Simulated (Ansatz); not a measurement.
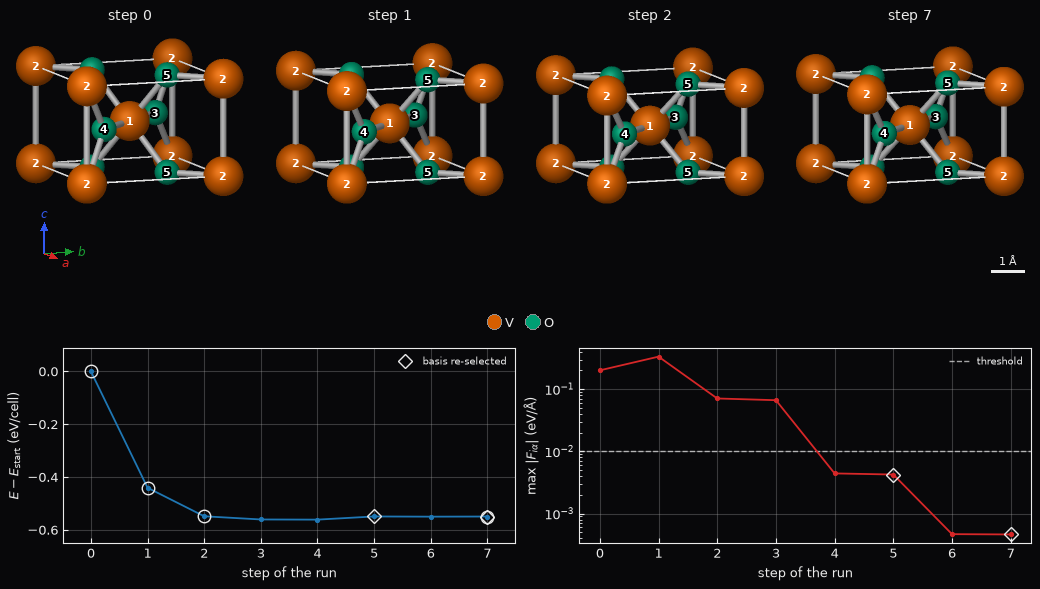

Frames of a relaxation of a crystal of VO2 (set up in P4_2/mnm), marked on the history of the run. The picture is a ball-and-stick view of the cell of the calculation, seen slightly off an axis.

The run lets cell and atoms move.

Theory: Kohn-Sham DFT of a periodic cell, PBEsol with D4, Ansatz PAW (Ansatz 0.2.0).

The input:
```yaml
crystal:
  lattice:
    - [4.5072020454, 0.0, 0.0]
    - [0.0, 4.5072020454, 0.0]
    - [0.0, 0.0, 3.04445]
  atoms:
    - { symbol: V, position: [0.5, 0.5, 0.5], spin: 2.0 }
    - { symbol: V, position: [0.0, 0.0, 0.0], spin: 2.0 }
    - { symbol: O, position: [0.200358, 0.799642, 0.5] }
    - { symbol: O, position: [0.799642, 0.200358, 0.5] }
    - { symbol: O, position: [0.700358, 0.700358, 0.0] }
    - { symbol: O, position: [0.299642, 0.299642, 0.0] }
hamiltonian:
  xc: pbesol
  pseudopotentials: { kind: paw }
  dispersion: d4
magnetization:
  spin_polarized: true
kpoints:
  mp_grid: { grid: [6, 6, 9] }
scf:
  occupations: { method: fermi_dirac, width: 0.05 }
output:
  forces: true
  stress: true
relax:
  f_tol: 0.01
  max_steps: 40
  cell: { stress_tol: 0.05 }
```

Command:
```bash
ansatz run input.yaml --threads 2 --pin off --max-ram 5120MiB --backend cpu --events-out ev --progress --plain --runs-dir out
```

**Describe the path.**

The energy falls by 0.549 eV per cell of the calculation in 5 accepted moves (7 points after the start). Largest force component: 0.2 eV/Å at the start, 0.00046 eV/Å at the end. The pressure goes from −18.46 to 0.00 GPa. At 2 points the geometry stayed and the basis and grid were re-selected for the new cell (energy shift of 12.0 meV per cell of the calculation at most each time). The largest moves relative to the cell, 0.006 Å, are those of O atoms. V stays in place. The volume changes by −7.7 %, with a = b 4.507 → 4.521 Å (+0.3 %), c 3.044 → 2.794 Å (−8.2 %). Near-neighbour distances that change, for instance: V–V 3.044 → 2.794 Å, O–V 1.987 → 1.899 Å. Among the angles between lasting bonds that change: V–O–V 100.0° → 94.7°, V–O–V 130.0° → 132.6°. The space group stays P4_2/mnm (No. 136). From step 0 to 1: O atoms move most (0.02 Å), volume −4.9 %, energy −0.440 eV per cell of the calculation. From step 1 to 2: volume −4.1 %, energy −0.108 eV per cell of the calculation. From step 2 to 7: volume +1.2 %, energy −0.9 meV per cell of the calculation.
